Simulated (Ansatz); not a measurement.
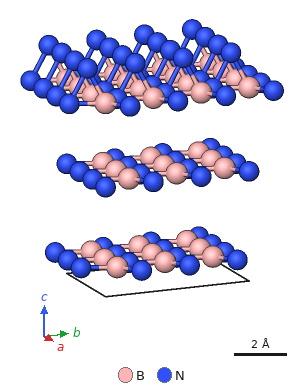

Starting structure of a slab of composition B₃N₄ (cut from the R3m phase). The picture is a ball-and-stick view of the 3 × 3 repeat of the cell, outlined in the plane, without the vacuum, seen slightly off an axis.

Case: N put at a bridge B-N site. The slab is the (0 0 1) face of BN with N on it. 2 atoms are held fixed.

Computed with DFT PBE+D3(BJ), scalar-relativistic, plane waves, PAW (Ansatz).

Input
```yaml
crystal:
  lattice:
    - [2.5061138137, 0.0, 0.0]
    - [-1.2530569069, 2.1703582275, 0.0]
    - [0.0, 0.0, 25.5926876598]
  atoms:
    - { symbol: B, position: [0.6666666667, 0.3333333333, 0.3321261179] }
    - { symbol: "N", position: [0.3333333333, 0.6666666667, 0.3322402185] }
    - { symbol: B, position: [0.3333333333, 0.6666666667, 0.4620997201] }
    - { symbol: "N", position: [0.0, 0.0, 0.4621445588] }
    - { symbol: B, position: [0.0, 0.0, 0.5919331885] }
    - { symbol: "N", position: [0.6666666667, 0.3333333333, 0.5920079078] }
    - { symbol: "N", position: [0.8333333333, 0.6666666667, 0.6459295599], spin: 3.0 }
basis:
  ecutwfc: 420
kpoints:
  mp_grid: { grid: [12, 12, 1] }
hamiltonian:
  xc: pbe
  dispersion: d3bj
scf:
  occupations: { method: gaussian, width: 0.05 }
output:
  forces: true
  eigenvalues: true
  populations: true
  write_density: true
  write_potential: true
  elf: true
  volumetric_format: npy
magnetization:
  spin_polarized: true
relax:
  adjacent_minimum: "off"
  f_tol: 0.03
  max_steps: 70
  constraints: [{ sites: [0, 1] }]
efield:
  axis: 3
  dipole_correction: true
  ramp_width: 0.04
```

Run as
```bash
ansatz run input.yaml --threads 1 --pin off --max-ram 2560MiB --backend cpu --events-out ev --progress --plain --runs-dir out
```

Q: Predict the outcome.

A: The energy falls by 0.306 eV per cell of the calculation in 6 geometry steps. Largest force component: 2.5 eV/Å at the start, 0.0096 eV/Å at the end. The atom that moves furthest is N6 (0.19 Å at 29° to the normal (−c side)). Largest moves by element: N 0.19 Å, B 0.13 Å. The cell stays as it was. Some distances before and after: B5–N7 1.560 → 1.484 Å, N6–N7 1.558 → 1.620 Å, B5–N6 1.447 → 1.471 Å. Bond angles that change, for instance: B5–N6–N7 103.5° → 92.8°, N6–B5–N7 103.3° → 113.8°, B5–N6–N7 62.4° → 57.4°. The program noted that the starting moments weren't kept. Cost: 8.2 min on 1 thread of Arm Neoverse V1 (shared host), peak memory 0.51 GiB.

History of the run:

| step | E − E(0), meV/atom | largest force component, eV/Å |
| --- | --- | --- |
| 0 | 0.00 | 2.4803 |
| 1 | -22.86 | 1.8893 |
| 2 | -39.96 | 0.8344 |
| 3 | -43.24 | 0.2003 |
| 4 | -43.74 | 0.0443 |
| 5 | -43.76 | 0.0351 |
| 6 | -43.78 | 0.0096 |

The end point in the same view:

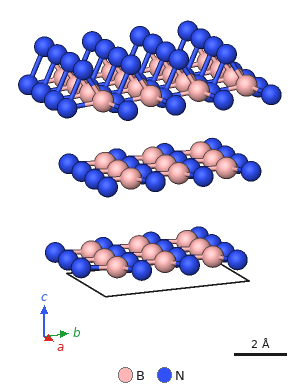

Limits of the set-up: the periodic images lie only 2.5 Å apart, so the values are limited by the cell's size.
